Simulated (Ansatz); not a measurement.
# Geometry relaxation of WS2 (part 2 of 2)

Continued. System: WS2 (6 atoms in the cell). Method: DFT PBE, scalar-relativistic, plane waves, PAW, no spin polarisation (Ansatz 0.2.0); cutoff 420 eV, 12×12×2 k-mesh, Gaussian smearing of 0.02 eV. The structure was made by swapping elements on the sites of another compound; it need not be a known phase. It belongs to a series of runs on one base structure; here: Se -> S on all its sites, cell and atoms relaxed.

Geometry of the input (Å; fractional positions):
```
3.1528  0.0000  0.0000
-1.5764  2.7304  0.0000
0.0000  0.0000  14.2820
W  0.6667  0.3333  0.7500
W  0.3333  0.6667  0.2500
S  0.3333  0.6667  0.8615
S  0.6667  0.3333  0.3615
S  0.3333  0.6667  0.6385
S  0.6667  0.3333  0.1385
```

The program's output, continued:
```
relax step   8: F+E_penalty+E_count = -24382.88173951 eV  Δ(F+E_penalty+E_count) = +6.067e-5 eV  max|allowed force component| = 3.426e-3 eV/Å  Δτ_max = 0.0114 Å  P = +0.013 GPa  Ω = 130.177 Å³  energy of the carried Pulay correction = -1.070e-3 eV  (8 SCF iters, accepted)
Basis set: ecut = 420 eV, 2581 PW (Γ), exchange–correlation on 48×48×200 points (8 copies of the dense FFT grid, shifted against one another)
Initial wavefunctions: pseudopotential atomic-orbital guess (no wavefunctions were taken with the density)
iter 1 solved again at ethr=4.28e-7 eV; its pass at ethr=3.10e-3 eV (dr2=2.23e-4 eV) is discarded
SCF iter   1: F=—  HF=-24382.882113 eV  |F-HF|=—  |Δ(HF+E_count)|=         —  Δρ=1.51e-4  dr2=1.77e-6  ethr=4.28e-7  ⟨swp⟩=4.0  Hψ=9343  notcnv=0
preconditioner: auto → Resta (q_TF=auto, 2.341 Å⁻¹)  ε∞=6.5  [insulator: Δε(μ)=1.618 eV  Ē_g=8.300 eV  σ=0.020 eV  W_gap=1.00  n_scr=28 (ndim 8)  ℏωp=19.5 eV  f_vac=0.181  D(μ)=0.00/eV (n_scr^D=0)  ε∞_Penn≈6.5]
SCF iter   2: F=—  HF=-24382.882706 eV  |F-HF|=—  |Δ(HF+E_count)|=   5.94e-4  Δρ=7.69e-5  dr2=4.55e-7  ethr=3.40e-9  ⟨swp⟩=3.0  Hψ=2517  notcnv=0
SCF iter   3: F=—  HF=-24382.882927 eV  |F-HF|=—  |Δ(HF+E_count)|=   2.21e-4  Δρ=2.25e-6  dr2=1.46e-9  ethr=8.74e-10  ⟨swp⟩=2.2  Hψ=2256  notcnv=0
SCF iter   4: F=-24382.882927 eV  HF=-24382.882927 eV  |F-HF|=2.73e-10  |Δ(HF+E_count)|=   2.85e-8  Δρ=3.08e-7  dr2=7.47e-11  ethr=1.00e-12  ⟨swp⟩=9.9  Hψ=7936  notcnv=0
SCF 9 converged in 4 iterations: F = -24382.882927 eV  dr2 = 7.47e-11
relax step   9: F+E_penalty+E_count = -24382.88292735 eV  Δ(F+E_penalty+E_count) = -1.188e-3 eV  max|allowed force component| = 3.131e-3 eV/Å  Δτ_max = 0.0000 Å  P = +0.016 GPa  Ω = 130.177 Å³  stress off target by 3.65e-2 GPa  SCF on the basis re-selected at this cell (its energy is not comparable with the rows above)  (4 SCF iters)
```

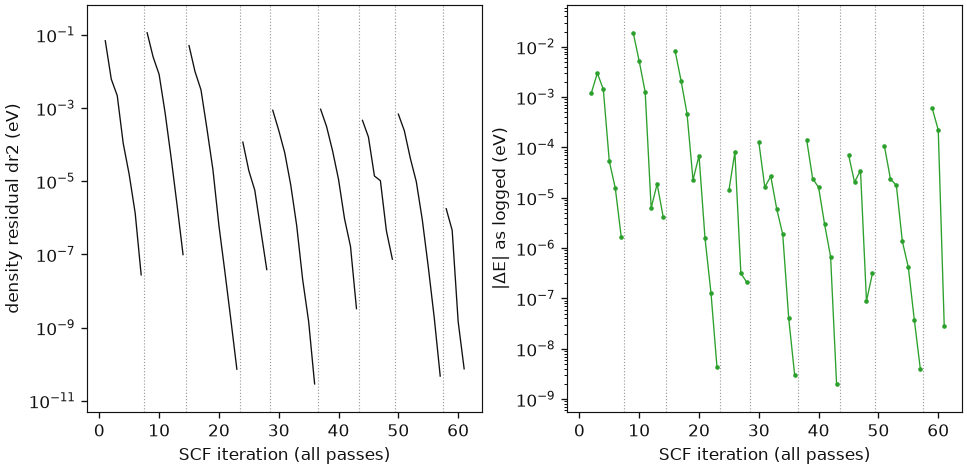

Figure 1. Convergence of the self-consistent field: density residual dr2 and size of the energy change against the SCF iteration. The dotted lines part the SCF passes of the relaxation: geometry steps, rejected trials and re-solves on a re-selected basis. The 9 passes take 4 to 9 iterations each, 61 in all.

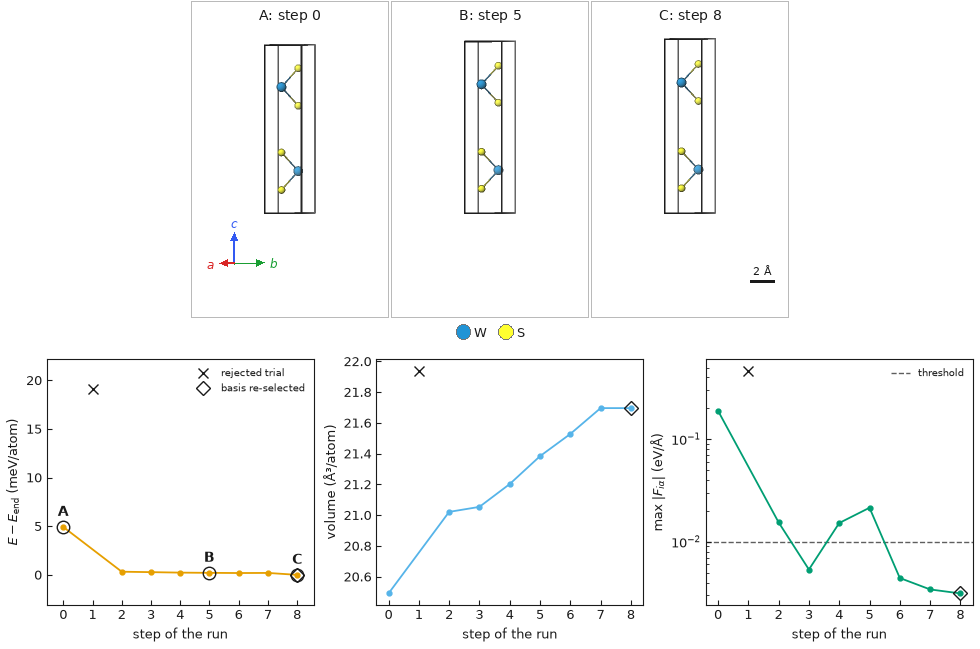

Figure 2. Frames of the relaxation (ball-and-stick view of the cell of the calculation, seen at an oblique angle) above the curves, on which the letters mark them (the first geometry is step 0 here and step 1 in the log).

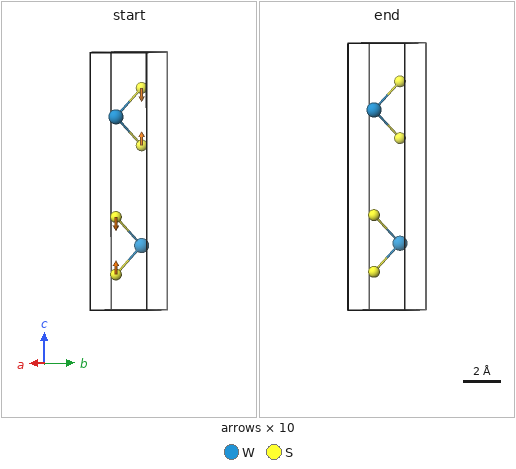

Figure 3. Before (left) and after (right) the relaxation, at one scale (ball-and-stick view of the cell of the calculation, seen at an oblique angle). The orange arrows give the displacements (without the part carried along by the change of the cell), magnified 10 times. Over 7 geometry steps the energy falls by 4.7 meV per atom. The largest force component goes from 0.19 to 0.0031 eV/Å. The pressure goes from 1.06 to 0.02 GPa. The line search rejected the trial step at point 1 (counted from 0) and went back. The largest moves relative to the cell, 0.079 Å, are those of S3, S4, S5 and S6. W stays in place. The drawn cell changes as follows: a = b 3.153 → 3.188 Å (+1.1 %), c 14.282 → 14.792 Å (+3.6 %); the volume changes by +5.9 %. The space group stays P6_3/mmc (No. 194). A last SCF at the same geometry on a re-selected plane-wave basis shifts the energy by −0.2 meV per atom. (Atoms are counted from 1 in the order of the input.)

```
basis re-selected at this cell: Δ(F+E_penalty+E_count) = -1.188e-3 eV, ΔP = +0.002 GPa vs the last step (what re-selecting the basis moved, of the pressure what is left beyond the Pulay correction that the steps carried, after the strain that the cell walked since its last selection, with what the two solves' SCF thresholds leave and, on support functions, any second-order correction that the steps lacked; it is no measure of the basis error at this ecutwfc). The dense FFT grid was sized anew with the basis: this SCF ran on 24×24×100 points, the steps before it on 24×24×96, so part of this shift can come from that change (see relax.cell in the input reference). This SCF's stress stands 3.65e-2 GPa from its target on what of the cell is left free (relax.cell.stress_tol is 1.00e-1 GPa) and its largest allowed force component is 3.13e-3 eV/Å (relax.f_tol is 1.00e-2 eV/Å): within both
SCF converged after 4 iterations
Free energy (F): -24382.882927 eV
Harris-Foulkes:  -24382.882927 eV  (|F-HF|=2.73e-10)
Internal energy: -24382.882927 eV  (E = F + TS)
E sigma→0 (E₀):  -24382.882927 eV
Fermi energy:    9.030100 eV
--- Per-component energies (eV) ---
  E_band       = -529.697996
  E_kinetic    = 1330.008640
  E_local      = -5354.597519  (includes V_loc(G=0)·N_el)
  E_nonlocal   = 114.494898
  E_hartree    = 2239.544313
  E_xc         = -923.289157
  E_vxc        = -828.651243  (∫ρ·V_xc dr)
  E_paw        = -19526.114053  (= ΣΔE_a)
  E_vpaw       = -270.041712  (= ΣTr[D̂ρ^β])
  E_aug_tail   = -0.000119  (compensation charges beyond the density's cutoff)
  E_ewald      = -2262.929930
  E_smearing   = -0.000000  (= −TS)
  E_closure    = 0.000000  (closes the sum)
  Σ components = -24382.882927   (vs F -24382.882927, Δ=0.00e0)
--- Forces (eV/Å), atoms counted from 1 ---
  atom   1  W      0.00000000     0.00000000     0.00000000
  atom   2  W     -0.00000000    -0.00000000    -0.00000000
  atom   3  S     -0.00000000     0.00000000     0.00313114
  atom   4  S      0.00000000    -0.00000000     0.00313114
  atom   5  S     -0.00000000     0.00000000    -0.00313114
  atom   6  S      0.00000000    -0.00000000    -0.00313114
  max |Σ_I F_I| component: 1.39e-17 eV/Å
--- Stress (GPa, compression-positive) ---
        0.005504      -0.000000      -0.000000
       -0.000000       0.005504       0.000000
       -0.000000       0.000000       0.036452
  P = ⅓ Tr σ = 0.0158 GPa (0.158 kbar)
--- Band table (eV; the first three rows and the last of 38) ---
  k-point 0: bands = ["-65.9319", "-65.9319", "-30.2039", "-30.2039", "-30.0561", "-30.0561", "-30.0561", "-30.0561", "-6.7014", "-6.6843", "-5.0873", "-5.0507", "1.6381", "1.8047", "5.1909", "5.1909", "5.1916", "5.1916", "5.6510", "6.2410", "6.4143", "6.4143", "6.4169", "6.4169", "7.7934", "8.2214", "10.9043", "10.9043", "10.9052", "10.9052", "11.0484", "11.0484"]
  k-point 1: bands = ["-65.9319", "-65.9319", "-30.2039", "-30.2039", "-30.0561", "-30.0561", "-30.0561", "-30.0561", "-6.6929", "-6.6929", "-5.0690", "-5.0690", "1.7188", "1.7188", "5.1912", "5.1912", "5.1912", "5.1912", "5.9191", "5.9191", "6.4156", "6.4156", "6.4156", "6.4156", "8.0378", "8.0378", "10.9047", "10.9047", "10.9047", "10.9047", "11.0544", "11.0544"]
  k-point 2: bands = ["-65.9309", "-65.9309", "-30.1999", "-30.1999", "-30.0785", "-30.0785", "-30.0613", "-30.0613", "-6.5881", "-6.5711", "-5.0450", "-5.0097", "1.7741", "1.9407", "4.8946", "4.8960", "5.3017", "5.3028", "5.3525", "5.6877", "6.2362", "6.2391", "6.5292", "6.7537", "7.7671", "8.1190", "10.7271", "10.7919", "10.8273", "10.8585", "10.9463", "10.9608"]
  k-point 37: bands = ["-65.9136", "-65.9136", "-30.2997", "-30.2997", "-30.2673", "-30.2673", "-30.1361", "-30.1361", "-4.2865", "-4.2865", "-4.1700", "-4.1700", "2.3108", "2.3108", "2.7089", "2.7089", "3.5758", "3.5758", "4.1550", "4.1550", "4.8103", "4.8103", "5.6695", "5.6695", "8.0311", "8.0311", "9.8394", "9.8394", "11.3657", "11.3657", "12.0361", "12.0361"]
--- Relaxed structure (8 steps of the walk, 7 accepted, 1 SCFs on fresh bases) ---
  F+E_penalty+E_count = -24382.88292735 eV   max|allowed force component| = 3.131e-3 eV/Å   (the final SCF, on the basis selected at the relaxed cell)
  cell:  # Å, volume = 130.1767 Å³
    - [3.187809974198265, -2.91879845250009e-11, 0.0]
    - [-1.5939049870738549, 2.760724420107707, 0.0]
    - [0.0, 0.0, 14.791684405714099]
  atoms:
    - { symbol: W, position: [0.6666666666666666, 0.33333333333333326, 0.75] }
    - { symbol: W, position: [0.3333333333333332, 0.6666666666666666, 0.25] }
    - { symbol: S, position: [0.3333333333333332, 0.6666666666666666, 0.8562014562310664] }
    - { symbol: S, position: [0.6666666666666666, 0.33333333333333326, 0.3562014562310664] }
    - { symbol: S, position: [0.3333333333333332, 0.6666666666666666, 0.6437985437689338] }
    - { symbol: S, position: [0.6666666666666666, 0.33333333333333326, 0.14379854376893364] }
```

Trajectory as extended XYZ (Å, eV, eV/Å), 9 frames, from step=1 to step=9:
```
6
Lattice="3.1528 0.0000 0.0000 -1.5764 2.7304 0.0000 0.0000 0.0000 14.2820" Properties=species:S:1:pos:R:3:forces:R:3 step=1 energy=-24382.85339 pressure_GPa=1.06
W     1.5764    0.9101   10.7115    0.0000   0.0000   0.0000
W     0.0000    1.8203    3.5705    0.0000   0.0000   0.0000
S     0.0000    1.8203   12.3046    0.0000   0.0000  -0.1891
S     1.5764    0.9101    5.1636    0.0000   0.0000  -0.1891
S     0.0000    1.8203    9.1184    0.0000   0.0000   0.1891
S     1.5764    0.9101    1.9774    0.0000   0.0000   0.1891
6
Lattice="3.2583 0.0000 0.0000 -1.6292 2.8218 0.0000 0.0000 0.0000 14.3179" Properties=species:S:1:pos:R:3:forces:R:3 step=2 energy=-24382.76836 pressure_GPa=-1.33 accepted=F
W     1.6292    0.9406   10.7384    0.0000   0.0000   0.0000
W     0.0000    1.8812    3.5795    0.0000   0.0000   0.0000
S     0.0000    1.8812   12.2617    0.0000   0.0000   0.4676
S     1.6292    0.9406    5.1028    0.0000   0.0000   0.4676
S     0.0000    1.8812    9.2151    0.0000   0.0000  -0.4676
S     1.6292    0.9406    2.0562    0.0000   0.0000  -0.4676
6
Lattice="3.1901 0.0000 0.0000 -1.5951 2.7627 0.0000 0.0000 0.0000 14.3107" Properties=species:S:1:pos:R:3:forces:R:3 step=3 energy=-24382.88099 pressure_GPa=-0.14
W     1.5951    0.9209   10.7330    0.0000   0.0000   0.0000
W     0.0000    1.8418    3.5777    0.0000   0.0000   0.0000
S     0.0000    1.8418   12.3039    0.0000   0.0000  -0.0154
S     1.5951    0.9209    5.1485    0.0000   0.0000  -0.0154
S     0.0000    1.8418    9.1622    0.0000   0.0000   0.0154
S     1.5951    0.9209    2.0068    0.0000   0.0000   0.0154
6
Lattice="3.1884 0.0000 0.0000 -1.5942 2.7612 0.0000 0.0000 0.0000 14.3486" Properties=species:S:1:pos:R:3:forces:R:3 step=4 energy=-24382.88125 pressure_GPa=-0.01
W     1.5942    0.9204   10.7614    0.0000   0.0000   0.0000
W     0.0000    1.8408    3.5871    0.0000   0.0000   0.0000
S     0.0000    1.8408   12.3324    0.0000   0.0000  -0.0054
S     1.5942    0.9204    5.1581    0.0000   0.0000  -0.0054
S     0.0000    1.8408    9.1905    0.0000   0.0000   0.0054
S     1.5942    0.9204    2.0162    0.0000   0.0000   0.0054
6
Lattice="3.1864 0.0000 0.0000 -1.5932 2.7595 0.0000 0.0000 0.0000 14.4674" Properties=species:S:1:pos:R:3:forces:R:3 step=5 energy=-24382.88155 pressure_GPa=0.17
W     1.5932    0.9198   10.8506    0.0000   0.0000   0.0000
W     0.0000    1.8397    3.6168    0.0000   0.0000   0.0000
S     0.0000    1.8397   12.4212    0.0000   0.0000   0.0152
S     1.5932    0.9198    5.1875    0.0000   0.0000   0.0152
S     0.0000    1.8397    9.2799    0.0000   0.0000  -0.0152
S     1.5932    0.9198    2.0462    0.0000   0.0000  -0.0152
6
Lattice="3.1860 0.0000 0.0000 -1.5930 2.7592 0.0000 0.0000 0.0000 14.5947" Properties=species:S:1:pos:R:3:forces:R:3 step=6 energy=-24382.88169 pressure_GPa=0.20
W     1.5930    0.9197   10.9461    0.0000   0.0000   0.0000
W     0.0000    1.8395    3.6487    0.0000   0.0000   0.0000
S     0.0000    1.8395   12.5166    0.0000   0.0000   0.0214
S     1.5930    0.9197    5.2192    0.0000   0.0000   0.0214
S     0.0000    1.8395    9.3755    0.0000   0.0000  -0.0214
S     1.5930    0.9197    2.0781    0.0000   0.0000  -0.0214
6
Lattice="3.1871 0.0000 0.0000 -1.5936 2.7601 0.0000 0.0000 0.0000 14.6832" Properties=species:S:1:pos:R:3:forces:R:3 step=7 energy=-24382.88180 pressure_GPa=0.06
W     1.5936    0.9201   11.0124    0.0000   0.0000   0.0000
W     0.0000    1.8401    3.6708    0.0000   0.0000   0.0000
S     0.0000    1.8401   12.5834    0.0000   0.0000   0.0044
S     1.5936    0.9201    5.2418    0.0000   0.0000   0.0044
S     0.0000    1.8401    9.4413    0.0000   0.0000  -0.0044
S     1.5936    0.9201    2.0997    0.0000   0.0000  -0.0044
6
Lattice="3.1878 0.0000 0.0000 -1.5939 2.7607 0.0000 0.0000 0.0000 14.7917" Properties=species:S:1:pos:R:3:forces:R:3 step=8 energy=-24382.88174 pressure_GPa=0.01
W     1.5939    0.9202   11.0938    0.0000   0.0000   0.0000
W     0.0000    1.8405    3.6979    0.0000   0.0000   0.0000
S     0.0000    1.8405   12.6647    0.0000   0.0000   0.0034
S     1.5939    0.9202    5.2688    0.0000   0.0000   0.0034
S     0.0000    1.8405    9.5229    0.0000   0.0000  -0.0034
S     1.5939    0.9202    2.1270    0.0000   0.0000  -0.0034
6
Lattice="3.1878 0.0000 0.0000 -1.5939 2.7607 0.0000 0.0000 0.0000 14.7917" Properties=species:S:1:pos:R:3:forces:R:3 step=9 energy=-24382.88293 pressure_GPa=0.02
W     1.5939    0.9202   11.0938    0.0000   0.0000   0.0000
W     0.0000    1.8405    3.6979    0.0000   0.0000   0.0000
S     0.0000    1.8405   12.6647    0.0000   0.0000   0.0031
S     1.5939    0.9202    5.2688    0.0000   0.0000   0.0031
S     0.0000    1.8405    9.5229    0.0000   0.0000  -0.0031
S     1.5939    0.9202    2.1270    0.0000   0.0000  -0.0031
```

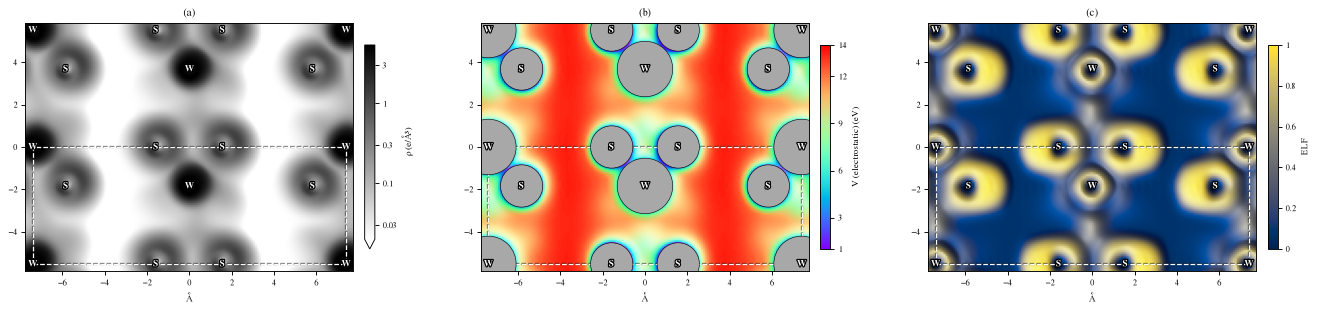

Figure 4. (a) valence charge density (pseudo); (b) electrostatic potential energy of an electron; (c) electron localisation function on the (110) plane of the conventional cell. Grey discs, where drawn, cover atomic cores. Atoms in the plane: W and S. W–S (2.42 Å): ρ is about 0.62 e/Å³ halfway; the ELF is about 0.50 at the midpoint. Away from the nuclei the density in this plane falls to 0.003 e/Å³ at its lowest. The ELF has a maximum of about 0.55 in the space between the atoms. The strong features right at W lie inside the PAW spheres (semicore, d or f shells) and say nothing about bonding. Outside the cores the potential energy rises away from the atoms and is highest about 2.2 Å from the nearest atoms; outside the discs it spans about 13 eV, and its zero is arbitrary. In a PAW calculation such maps are meaningful between the atoms, not at the nuclei.

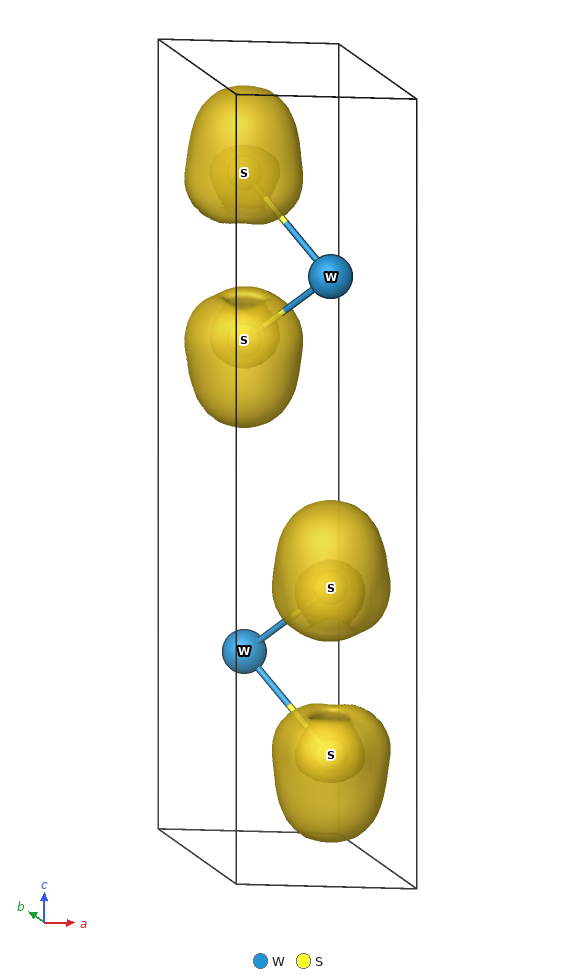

Figure 5. Isosurface of the electron localisation function at 0.75 (yellow), seen at an oblique angle. Core shells and regions of very low density are left out. Sticks mark near contacts. The outline is the cell set on symmetry axes. Profiles from the grid: W–S (2.42 Å): the ELF is about 0.50 at the midpoint.
